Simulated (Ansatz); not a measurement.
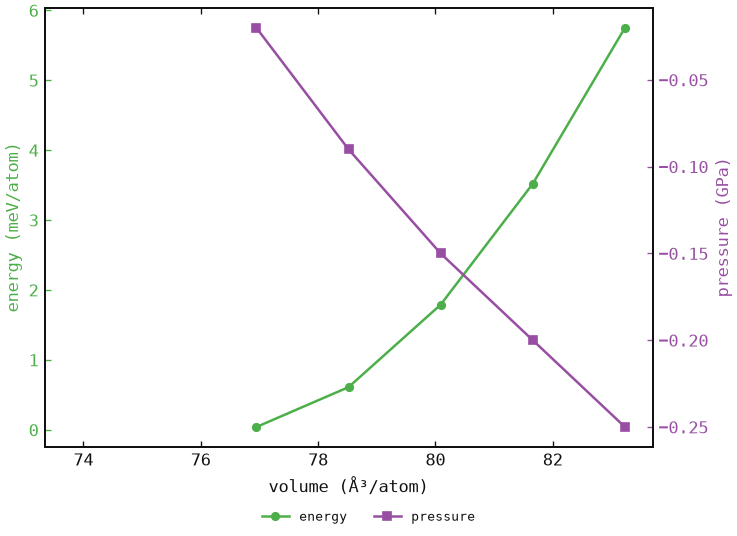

The figure shows the energy and pressure against volume for K, space group Im-3m (No. 229).

Cell as given: a = 4.672 Å, b = 4.672 Å, c = 4.672 Å, α = 109.47°, β = 109.47°, γ = 109.47°; 1 atom.

How it was computed, with Ansatz 0.2.0: plane-wave DFT, no spin polarisation; energies at scaled volumes of the given cell, shape and fractions fixed, counted from the fit's minimum, third-order Birch-Murnaghan fit. Level: r2SCAN.

- k mesh: 7×7×7
- occupations: Fermi–Dirac
- smearing width: 0.05 eV
- potentials: Ansatz PAW
- wave cutoff: 500 eV
- density cutoff: 2000 eV

The points at volume 73.81 Å³/atom and 75.38 Å³/atom are left out of the plot. What values does the calculation give there?

```csv
volume (Å³/atom),energy (meV/atom),pressure (GPa)
73.81,0.99,0.13
75.38,0.15,0.05
```
